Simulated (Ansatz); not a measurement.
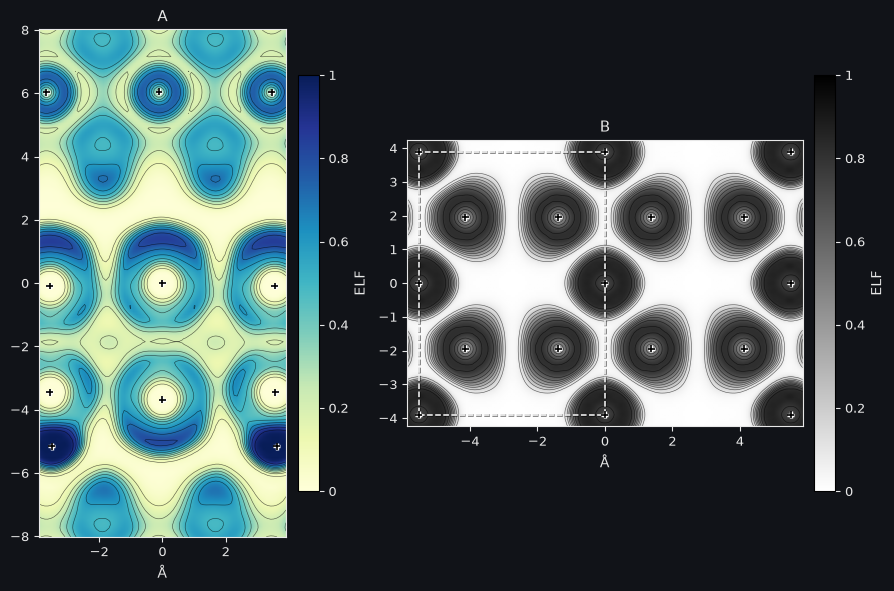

The electron localisation function of 2 systems, each on a plane through atoms (crosses mark nuclei in the plane).

Computed with DFT PBE, scalar-relativistic, plane waves, PAW (Ansatz 0.2.0).

System 1: CaF$_{2}$, the (011) plane of the conventional cell. Space group Fm-3m.

```cif
data_structure
_symmetry_space_group_name_H-M 'P 1'
_symmetry_Int_Tables_number 1
_cell_length_a 5.5104
_cell_length_b 5.5104
_cell_length_c 5.5104
_cell_angle_alpha 90.000
_cell_angle_beta 90.000
_cell_angle_gamma 90.000
_cell_volume 167.32
loop_
_atom_site_label
_atom_site_type_symbol
_atom_site_fract_x
_atom_site_fract_y
_atom_site_fract_z
_atom_site_occupancy
Ca1 Ca 0.00000 0.00000 0.00000 1
Ca2 Ca 0.50000 0.50000 0.00000 1
Ca3 Ca 0.50000 0.00000 0.50000 1
Ca4 Ca 0.00000 0.50000 0.50000 1
F1 F 0.25000 0.25000 0.25000 1
F2 F 0.75000 0.75000 0.25000 1
F3 F 0.75000 0.25000 0.75000 1
F4 F 0.25000 0.75000 0.75000 1
F5 F 0.75000 0.25000 0.25000 1
F6 F 0.25000 0.75000 0.25000 1
F7 F 0.25000 0.25000 0.75000 1
F8 F 0.75000 0.75000 0.75000 1
```

System 2: Te$_{16}$Mo$_{8}$H (cell charge +1, with a compensating background) (cell with a defect), the (100) plane of the calculation cell. Computed without spin polarisation.

```xyz
25
Lattice="3.5567 -6.1603 0.0000 -7.1133 0.0000 0.0000 0.0000 0.0000 -15.3316" Properties=species:S:1:pos:R:3 pbc="T T T"
Te   -1.9051   -0.9552   -5.5516
Te   -0.1223   -4.0399   -5.5503
Te   -5.4601   -0.9576   -5.4613
Te   -3.6843   -4.0380   -5.5514
Te   -0.0150   -2.0263  -13.3923
Te    1.7581   -5.1107  -13.3994
Te   -3.5792   -2.0294  -13.3925
Te   -1.7998   -5.1164  -13.3923
Te   -0.0219   -2.0323   -9.7817
Te    1.7575   -5.1105   -9.7817
Te   -3.5736   -2.0324   -9.7800
Te   -1.7978   -5.1081   -9.7813
Te   -1.9019   -0.9437   -1.8649
Te   -0.1116   -4.0453   -1.8677
Te   -5.4648   -0.9565   -2.1014
Te   -3.6932   -4.0459   -1.8643
Mo   -1.7986   -1.0012  -11.5921
Mo   -0.0178   -4.0853  -11.5935
Mo   -5.3533   -1.0044  -11.5827
Mo   -3.5791   -4.0852  -11.5916
Mo   -0.1998   -2.0262   -3.7055
Mo    1.6549   -5.0654   -3.7158
Mo   -3.6082   -2.0271   -3.7015
Mo   -1.9048   -4.9794   -3.7044
H    -5.5247   -0.9383   -0.3913
```

Match each panel to its system.

Answer. Panel A is system 2, Te$_{16}$Mo$_{8}$H: the plane holds Te, Mo and H. Te–H (1.71 Å): the ELF climbs to about 1 towards the hydrogen, as it does in any bond to H. Panel B is system 1, CaF$_{2}$: the plane holds Ca and F. Ca–F (2.39 Å): the ELF is about 0.05 at the midpoint (a closed-shell, largely ionic contact).
